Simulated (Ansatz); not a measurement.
# Run report: SnSe, band-structure calculation

SnSe (Pnma, 8 atoms in the cell), computed with DFT, r2SCAN, plane waves, PAW, no spin polarisation (Ansatz 0.2.0).

The structure derives from a Materials Project entry. The geometry comes from this level: r2SCAN (a point of a series of strains). It belongs to a series of runs on one base structure; here: hydrostatic strain +1.0%. Figures and captions count atoms from 1; the log counts them from 0 in places.

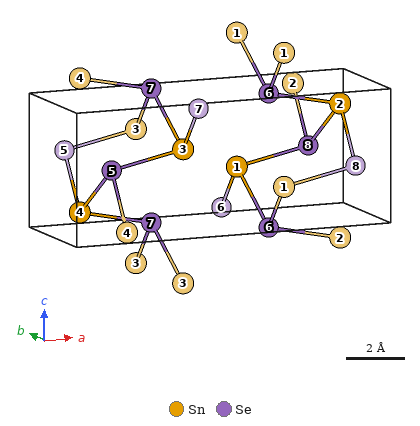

Fig. 1: The structure (ball-and-stick view of the cell of the calculation, seen slightly off an axis; neighbours outside the cell are drawn fainter; atoms are numbered from 1 in the order of the input). An atom can appear more than once, as a periodic image. Near neighbours in the periodic cell (some may lie outside the picture): Sn has 3 Se at 2.75 to 2.78 Å; Se has 3 Sn at 2.75 to 2.78 Å.

**Summary**

- outcome: converged
- space group (tolerance 0.01 Å): Pnma (62)
- electrons treated: 120
- free energy: −46070.6780 eV
- Fermi energy: 7.436 eV
- gap on the k-point mesh: 1.18 eV
- pressure: −0.69 GPa
- largest force (length of the vector): 0.002 eV/Å
- hardware: 2 threads of AMD EPYC (Zen 3), 144 GiB of memory available, shared host
- wall time: 27 s (CPU time 54 s)
- peak memory: 1.4 GiB

**Input**
```yaml
crystal:
  lattice:
    - [11.8566505072, 0.0, 0.0]
    - [0.0, 4.1707685649, 0.0]
    - [0.0, 0.0, 4.7349639138]
  atoms:
    - { symbol: Sn, position: [0.6231036242, 0.75, 0.3748488908] }
    - { symbol: Sn, position: [0.8768963758, 0.25, 0.8748488908] }
    - { symbol: Sn, position: [0.3768963758, 0.25, 0.6251511092] }
    - { symbol: Sn, position: [0.1231036242, 0.75, 0.1251511092] }
    - { symbol: Se, position: [0.1493231539, 0.25, 0.5079808961] }
    - { symbol: Se, position: [0.6493231539, 0.25, 0.9920191039] }
    - { symbol: Se, position: [0.3506768461, 0.75, 0.0079808961] }
    - { symbol: Se, position: [0.8506768461, 0.75, 0.4920191039] }
kpoints:
  mp_grid: { grid: [2, 6, 6] }
  band_path:
    path:
      - [0.0, 0.0, 0.0]
      - [0.5, 0.0, 0.0]
      - [0.5, 0.5, 0.0]
      - [0.0, 0.5, 0.0]
      - [0.0, 0.0, 0.5]
      - [0.5, 0.0, 0.5]
      - [0.5, 0.5, 0.5]
      - [0.0, 0.5, 0.5]
      - [0.0, 0.3333333333, 0.0]
      - [0.0, 0.0, 0.320312]
      - [0.0, 0.348958, 0.0]
    npoints: 1
hamiltonian:
  xc: r2scan
scf:
  occupations: { method: fixed }
  n_extra_bands: 6
output:
  forces: true
  stress: true
  eigenvalues: true
  write_density: true
  write_potential: true
  elf: true
  volumetric_format: npy
```

Command:
```bash
ansatz run input.yaml --threads 2 --pin off --max-ram 20275MiB --backend cpu --events-out ev --progress --plain --runs-dir out
```

**Log**
```
scf.n_extra_bands = 6 over 60 filled bands (N_el = 120.0): the run solves 66 bands
Engine: ansatz 0.2.0, x86_64-unknown-linux-gnu
Pseudopotentials: kind: paw
Pseudopotential: Sn, paw, valence charge 14, recommended cutoff 500 eV (meta_gga), Sn.paw.azcp
Pseudopotential: Se, paw, valence charge 16, recommended cutoff 500 eV (meta_gga), Se.paw.azcp
Functional definition: r2SCAN
  parameter k0 = 0.174
  parameter k1 = 0.065
  parameter a1 = 4.9479
  exchange = r2scan_x(k0 = k0, k1 = k1, a1 = a1)
  correlation = r2scan_c
Crystal: 8 atoms, lattice volume = 234.150 Å³
Basis set: ecut = 500 eV, 5985 PW (Γ), exchange–correlation on 360×128×144 points (64 copies of the dense FFT grid, shifted against one another)
Bands: 66, of which v1, the nominal top of the filled ones, is band 60 counted from 1 (59 counted from 0)
Symmetry: 8 space group operations
Space group: Pnma (ITA 62), of the structure as read, at distance tolerance 6.2e-5 Å
k-points: 32 of 72
Non-local potential: Sn, projectors of the file, l = 0: 2, l = 1: 2, l = 2: 2, l = 3: 2
Non-local potential: Se, projectors of the file, l = 0: 2, l = 1: 2, l = 2: 3, l = 3: 1
PAW form: soft (Blöchl's): semilocal exchange-correlation on the pseudo side does not see the compensation charge
PAW frozen core: Sn, regenerated for the run's functional (the file was generated under x = pbe(κ = 0.804, μ = 0.2195149727645171), c = pbe(β = 0.06672455060314922))
PAW frozen core: Se, regenerated for the run's functional (the file was generated under x = pbe(κ = 0.804, μ = 0.2195149727645171), c = pbe(β = 0.06672455060314922))
PAW one-centre angular grid: Sn, 590 points (default); XC on 249 of its mesh's 2787 points in the sphere
PAW one-centre angular grid: Se, 590 points (default); XC on 160 Gauss nodes
Initial density: superposition of atomic densities (neutral atoms: chi_scale 0, normalization atom), corrected by the library's trained network
Initial wavefunctions: pseudopotential atomic-orbital guess
Functional: x = r2scan, c = r2scan; τ floored in thin density (d = 2e-4 eV/Å³)
SCF iter   1: F=—  HF=-46070.651335 eV  |F-HF|=—  |Δ(HF+E_count)|=         —  Δρ=5.14e-3  dr2=6.77e-2  dr2_τ=1.51e-2  ethr=1.77e-3  ⟨swp⟩=4.9  Hψ=6910  notcnv=0  defer=105
preconditioner: auto → Resta (q_TF=auto, 2.441 Å⁻¹)  ε∞=4.6  [insulator: Δε(μ)=1.177 eV  Ē_g=8.098 eV  n_scr=56 (ndim 8)  ℏωp=15.3 eV  f_vac=0.009  ε∞_Penn≈4.6]
SCF iter   2: F=—  HF=-46070.676756 eV  |F-HF|=—  |Δ(HF+E_count)|=   2.54e-2  Δρ=2.57e-3  dr2=1.76e-2  dr2_τ=3.81e-4  ethr=5.64e-5  ⟨swp⟩=3.0  Hψ=4553  notcnv=0  defer=120
SCF iter   3: F=—  HF=-46070.677558 eV  |F-HF|=—  |Δ(HF+E_count)|=   8.02e-4  Δρ=9.09e-4  dr2=1.89e-3  dr2_τ=3.84e-5  ethr=1.47e-5  ⟨swp⟩=2.8  Hψ=3259  notcnv=0  defer=120
SCF iter   4: F=—  HF=-46070.677899 eV  |F-HF|=—  |Δ(HF+E_count)|=   3.42e-4  Δρ=2.23e-4  dr2=1.19e-4  dr2_τ=3.21e-6  ethr=1.58e-6  ⟨swp⟩=2.8  Hψ=3808  notcnv=0  defer=120
SCF iter   5: F=—  HF=-46070.677962 eV  |F-HF|=—  |Δ(HF+E_count)|=   6.24e-5  Δρ=7.78e-5  dr2=1.59e-5  dr2_τ=6.52e-7  ethr=9.89e-8  ⟨swp⟩=2.2  Hψ=3364  notcnv=0  defer=72
SCF iter   6: F=—  HF=-46070.677996 eV  |F-HF|=—  |Δ(HF+E_count)|=   3.37e-5  Δρ=2.34e-5  dr2=1.46e-6  dr2_τ=2.84e-8  ethr=1.32e-8  ⟨swp⟩=2.0  Hψ=3332  notcnv=0  defer=60
SCF iter   7: F=-46070.677997 eV  HF=-46070.677997 eV  |F-HF|=5.94e-8  |Δ(HF+E_count)|=   1.24e-6  Δρ=6.28e-6  dr2=8.55e-8  dr2_τ=2.63e-9  ethr=8.33e-11  ⟨swp⟩=14.0  Hψ=17545  notcnv=0
SCF 1 converged in 7 iterations: F = -46070.677997 eV  dr2 = 8.55e-8
  greatest PAW one-centre occupation: 1.000 electrons in one spin orbital (limit 2), on the Se atom at site 7 (counted from 0), in its partial waves of l = 2
```

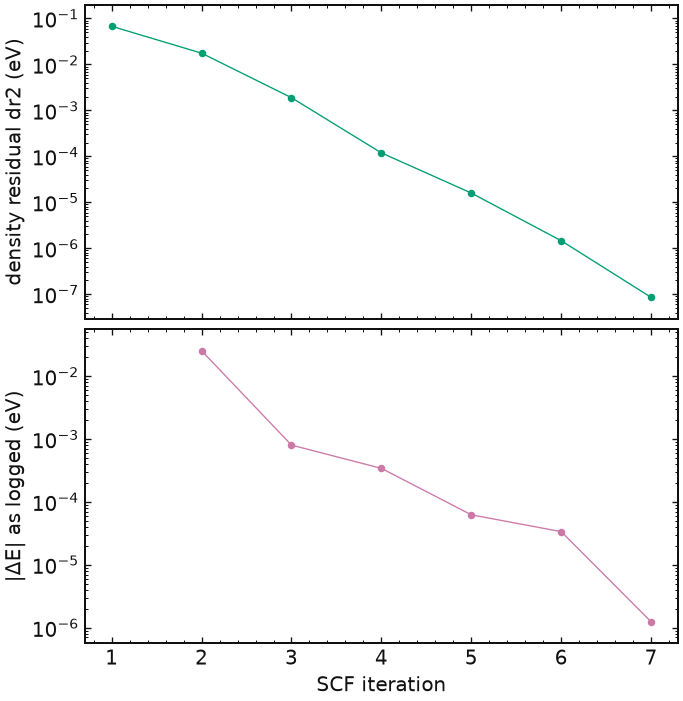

Fig. 2: Convergence of the self-consistent field: density residual dr2 and size of the energy change against the SCF iteration. The residual falls at every step.

```
NSCF: frozen V_eff on 11 k-points
SCF converged after 7 iterations
Free energy (F): -46070.677997 eV
Harris-Foulkes:  -46070.677997 eV  (|F-HF|=5.94e-8)
Internal energy: -46070.677997 eV  (E = F + TS)
E sigma→0 (E₀):  -46070.677997 eV
Fermi energy:    7.436261 eV
--- Per-component energies (eV) ---
  E_band       = -2108.656865
  E_kinetic    = 1213.070011
  E_local      = -14179.296310  (includes V_loc(G=0)·N_el)
  E_nonlocal   = -2514.436405
  E_hartree    = 7387.620872
  E_xc         = -1893.694524
  E_vxc        = -841.091743  (∫ρ·V_xc dr)
  E_paw        = -24325.340079  (= ΣΔE_a)
  E_vpaw       = -609.066344  (= ΣTr[D̂ρ^β])
  E_aug_tail   = -0.000827  (compensation charges beyond the density's cutoff)
  E_vtau       = 46.928127  (kinetic-family band-sum trace: ∫τ·v_τ [+ j·A + Jᵃ·Aᵃ] dr)
  E_ewald      = -11754.482933
  E_core_change = -4.117802  (= ΣΔE_core)
  E_smearing   = -0.000000  (= −TS)
  E_closure    = -0.000000  (closes the sum)
  Σ components = -46070.677997   (vs F -46070.677997, Δ=0.00e0)
--- Forces (eV/Å), atoms counted from 1 ---
  atom   1  Sn    -0.00045520     0.00000000     0.00108020
  atom   2  Sn     0.00045520     0.00000000     0.00108020
  atom   3  Sn     0.00045520    -0.00000000    -0.00108020
  atom   4  Sn    -0.00045520    -0.00000000    -0.00108020
  atom   5  Se     0.00017877     0.00000000    -0.00177544
  atom   6  Se     0.00017877    -0.00000000     0.00177544
  atom   7  Se    -0.00017877     0.00000000    -0.00177544
  atom   8  Se    -0.00017877    -0.00000000     0.00177544
  max |Σ_I F_I| component: 2.17e-19 eV/Å
--- Stress (GPa, compression-positive) ---
       -0.500357       0.000000       0.000000
        0.000000      -0.972042      -0.000000
        0.000000      -0.000000      -0.588063
  P = ⅓ Tr σ = -0.6868 GPa (-6.868 kbar)
--- Band table (eV; the first three rows and the last of 32) ---
  k-point 0: bands = ["-40.5489", "-40.5489", "-40.5489", "-40.5488", "-40.5473", "-40.5472", "-40.5471", "-40.5471", "-40.5135", "-40.5135", "-40.5134", "-40.5133", "-40.5098", "-40.5097", "-40.5097", "-40.5096", "-40.4984", "-40.4983", "-40.4981", "-40.4981", "-14.4248", "-14.4178", "-14.4093", "-14.4073", "-14.4059", "-14.4048", "-14.4034", "-14.4009", "-14.3784", "-14.3773", "-14.3665", "-14.3643", "-14.3634", "-14.3598", "-14.3396", "-14.3386", "-14.3379", "-14.3329", "-14.3316", "-14.3308", "-6.4641", "-6.2406", "-5.4412", "-5.1332", "0.3309", "1.0886", "2.1752", "2.5772", "2.9160", "4.2111", "4.4274", "4.4350", "4.5134", "4.7548", "5.5110", "5.7312", "5.9488", "6.5898", "6.8323", "7.2606", "8.8013", "10.4236", "10.4818", "10.5266", "10.8193", "11.2415"]
  k-point 1: bands = ["-40.5489", "-40.5489", "-40.5489", "-40.5489", "-40.5472", "-40.5472", "-40.5471", "-40.5471", "-40.5135", "-40.5134", "-40.5134", "-40.5133", "-40.5098", "-40.5097", "-40.5097", "-40.5097", "-40.4983", "-40.4983", "-40.4981", "-40.4981", "-14.4235", "-14.4170", "-14.4099", "-14.4078", "-14.4065", "-14.4049", "-14.4044", "-14.4015", "-14.3766", "-14.3752", "-14.3661", "-14.3644", "-14.3634", "-14.3602", "-14.3394", "-14.3381", "-14.3376", "-14.3334", "-14.3321", "-14.3316", "-6.3711", "-6.1529", "-5.4630", "-5.1800", "0.0768", "0.9600", "1.5563", "2.1549", "3.0604", "4.4640", "4.5639", "4.8776", "4.9398", "5.0003", "5.5549", "5.9501", "6.0810", "6.4970", "6.9731", "7.2039", "8.9445", "9.7035", "10.4380", "10.5017", "10.6989", "10.7580"]
  k-point 2: bands = ["-40.5489", "-40.5489", "-40.5489", "-40.5489", "-40.5472", "-40.5472", "-40.5471", "-40.5471", "-40.5135", "-40.5134", "-40.5134", "-40.5134", "-40.5098", "-40.5097", "-40.5097", "-40.5097", "-40.4983", "-40.4983", "-40.4982", "-40.4982", "-14.4200", "-14.4147", "-14.4121", "-14.4085", "-14.4085", "-14.4066", "-14.4048", "-14.4028", "-14.3723", "-14.3705", "-14.3652", "-14.3648", "-14.3640", "-14.3615", "-14.3384", "-14.3368", "-14.3367", "-14.3346", "-14.3335", "-14.3334", "-6.1222", "-5.9161", "-5.5700", "-5.3381", "-0.2158", "0.5804", "0.7851", "1.4559", "3.4920", "4.7722", "4.9288", "5.2020", "5.5798", "5.6170", "5.6373", "5.8678", "6.2172", "7.0082", "7.0390", "7.4363", "8.9050", "9.4286", "9.5135", "10.0091", "10.1295", "10.5532"]
  k-point 31: bands = ["-40.5489", "-40.5489", "-40.5489", "-40.5489", "-40.5470", "-40.5470", "-40.5470", "-40.5470", "-40.5134", "-40.5134", "-40.5134", "-40.5134", "-40.5097", "-40.5097", "-40.5097", "-40.5097", "-40.4982", "-40.4982", "-40.4982", "-40.4982", "-14.4245", "-14.4245", "-14.4245", "-14.4245", "-14.3954", "-14.3954", "-14.3954", "-14.3954", "-14.3704", "-14.3704", "-14.3704", "-14.3704", "-14.3542", "-14.3542", "-14.3542", "-14.3542", "-14.3270", "-14.3270", "-14.3270", "-14.3270", "-5.3061", "-5.3061", "-5.3061", "-5.3061", "0.6834", "0.6834", "0.6834", "0.6834", "3.4027", "3.4027", "3.4027", "3.4027", "4.0526", "4.0526", "4.0526", "4.0526", "6.1515", "6.1515", "6.1515", "6.1515", "10.4169", "10.4169", "10.4169", "10.4169", "12.1585", "12.1585"]
```

**File v_z.tsv**
```
# z_ang	v_es[eV]	v_tot[eV]
# format = ansatz-planar-average/11
# xc	r2scan
# density_cutoff_ev	2000
# datasets	Sn=:simpson_from_first_knot:soft:shift=0	Se=:simpson_from_first_knot:soft:shift=0
# lattice	11.856650507	0.000000000	0.000000000
# lattice	0.000000000	4.170768565	0.000000000
# lattice	0.000000000	0.000000000	4.734963914
# sites	8
# site	50	7.387921902	3.128076424	1.774895971
# site	50	10.397053859	1.042692141	4.142377928
# site	50	4.468728605	1.042692141	2.960067943
# site	50	1.459596648	3.128076424	0.592585986
# site	34	1.770472448	1.042692141	2.405271212
# site	34	7.698797702	1.042692141	4.697174659
# site	34	4.157852805	3.128076424	0.037789255
# site	34	10.086178059	3.128076424	2.329692702
0.000000	5.179307e0	-5.316698e0
0.131527	5.351503e0	-5.140291e0
0.263054	5.798854e0	-4.661853e0
0.394580	6.350318e0	-4.011574e0
0.526107	6.843547e0	-3.317988e0
0.657634	7.237871e0	-2.639125e0
0.789161	7.531499e0	-2.019881e0
0.920687	7.666824e0	-1.581894e0
1.052214	7.636054e0	-1.403927e0
1.183741	7.586210e0	-1.378200e0
1.315268	7.636054e0	-1.403927e0
1.446795	7.666824e0	-1.581894e0
1.578321	7.531499e0	-2.019881e0
1.709848	7.237871e0	-2.639125e0
1.841375	6.843547e0	-3.317988e0
1.972902	6.350318e0	-4.011574e0
2.104428	5.798854e0	-4.661853e0
2.235955	5.351503e0	-5.140291e0
2.367482	5.179307e0	-5.316698e0
2.499009	5.351503e0	-5.140291e0
2.630536	5.798854e0	-4.661853e0
2.762062	6.350318e0	-4.011574e0
2.893589	6.843547e0	-3.317988e0
3.025116	7.237871e0	-2.639125e0
3.156643	7.531499e0	-2.019881e0
3.288169	7.666824e0	-1.581894e0
3.419696	7.636054e0	-1.403927e0
3.551223	7.586210e0	-1.378200e0
3.682750	7.636054e0	-1.403927e0
3.814276	7.666824e0	-1.581894e0
3.945803	7.531499e0	-2.019881e0
4.077330	7.237871e0	-2.639125e0
4.208857	6.843547e0	-3.317988e0
4.340384	6.350318e0	-4.011574e0
4.471910	5.798854e0	-4.661853e0
4.603437	5.351503e0	-5.140291e0
```

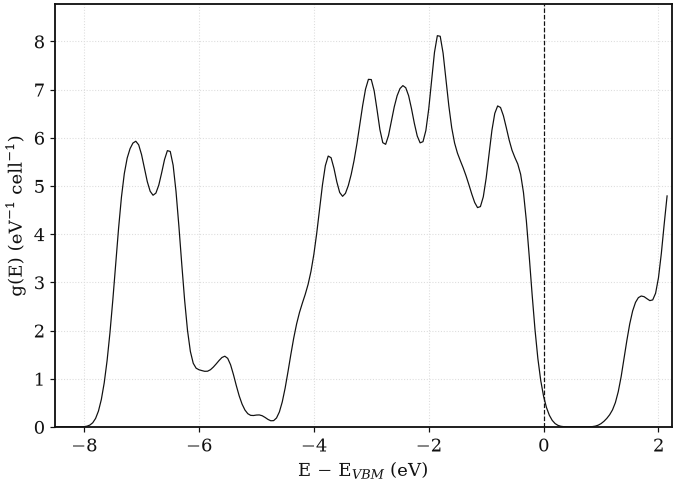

Fig. 3: Density of states (the curve is built from the levels of the k mesh with Gaussians 0.3 eV wide, which also blur the band edges), with energies from the valence-band top. There is a gap of 1.18 eV on the k-point mesh. The curves stop near 2.2 eV above the Fermi level, where the computed bands end. Small ripples come from the finite k-point mesh.

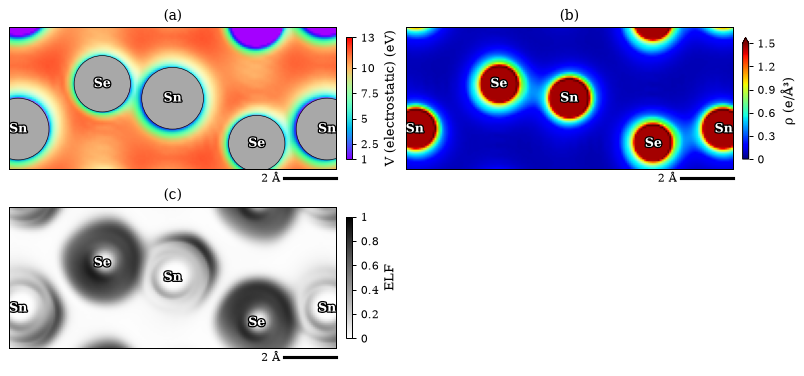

Fig. 4: (a) electrostatic potential (local pseudopotential plus Hartree) felt by an electron; (b) valence pseudo-density; (c) ELF on the (010) plane of the conventional cell. Grey discs, where drawn, cover atomic cores. The section cuts through Sn and Se sites. Sn–Se (2.75 Å): ρ at the midpoint is about 0.36 e/Å³; the ELF is about 0.55 at the midpoint. Away from the nuclei the density in this plane falls to 0.02 e/Å³ at its lowest. Outside the cores the potential energy rises away from the atoms and is highest about 2.3 Å from the nearest atoms; outside the discs it spans about 10 eV, and its zero is arbitrary. The fields are those of the smooth PAW valence density.

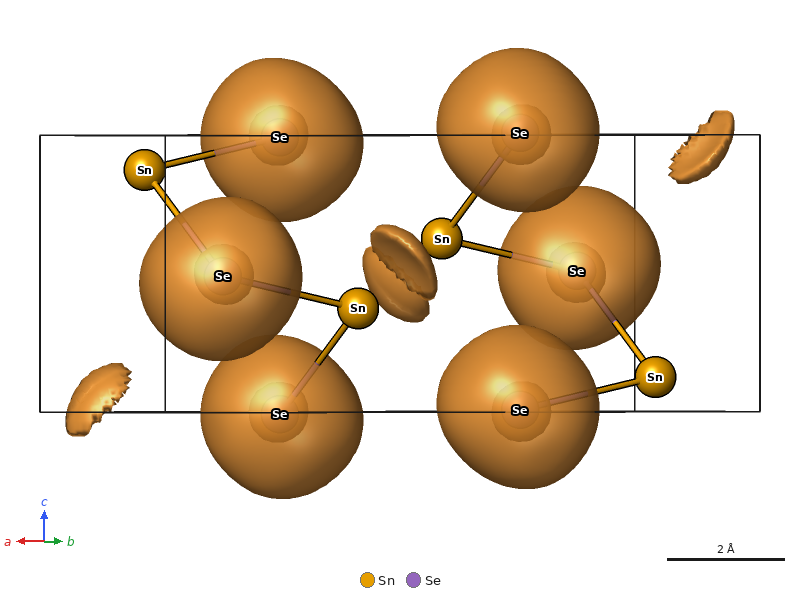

Fig. 5: Isosurface of the electron localisation function at 0.6 (orange), seen at an oblique angle. Only the valence region is drawn (cores and ρ < 0.01 e/Å³ removed). Sticks mark near contacts. The outline is the cell set on symmetry axes. Along the contacts the grid gives the following. Sn–Se (2.75 Å): the ELF is about 0.55 at the midpoint.
